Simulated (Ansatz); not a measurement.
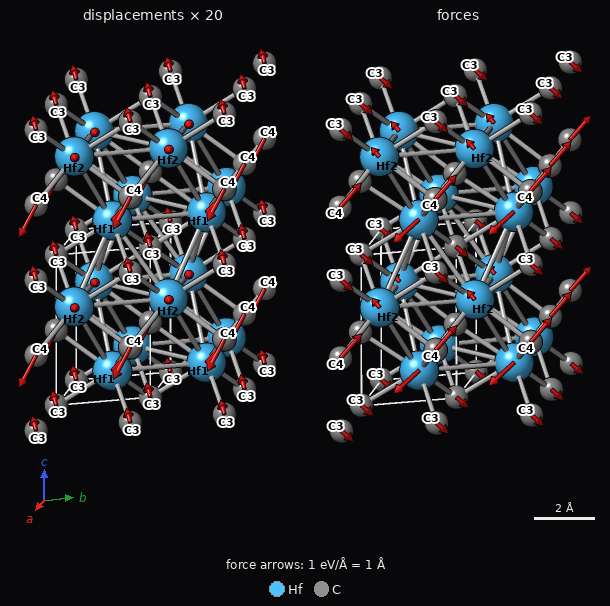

Left: a crystal of HfC (built on the antiNiAs type), with red arrows for the displacements applied to it (without the part that the change of the cell carries along). Right: the displaced structure with the computed forces. Besides, the cell is strained by +1.6 % roughly along [3 3 −1], +0.4 % along [1 −2 −1], −0.4 % along [3 0 2] (volume +1.6 %). Style: ball-and-stick. Shown: the cell of the calculation, repeated 2 × 2 × 2 with one cell outlined, slightly off an axis.

The calculation used DFT PBE, scalar-relativistic, plane waves, PAW in Ansatz 0.2.0. Set-up: plane-wave cutoff 420 eV; k-point mesh 12 × 12 × 8; occupations gaussian; smearing width 0.05 eV; no spin polarisation.

**Describe the distortion and the response.**

Atoms are displaced by up to 0.06 Å (root mean square over those that move 0.05 Å) relative to the cell: C4 0.06 Å roughly along [1 −1 −1], Hf1 0.05 Å along [−1 2 1]. No relaxation follows. It costs 23.7 meV per atom. Pressure: 0.0 GPa before, −2.9 GPa after. The principal stresses (compression positive) are −0.5 GPa along [2 0 1], −1.7 GPa roughly along [1 −1 −1], −6.4 GPa roughly along [2 3 −1]. The largest force is 1.3 eV/Å, on Hf1, along [1 −2 −1]. The forces mostly point back along the displacements (cosine −0.92). Both are metals. Some distances before and after: C–Hf 2.325 → 2.217 to 2.399 Å, Hf–Hf 3.245 → 3.216 to 3.315 Å, Hf–Hf 3.330 → 3.336 to 3.374 Å. The space group (tolerance 0.01 Å) goes from P6_3/mmc (No. 194) to P1 (No. 1).
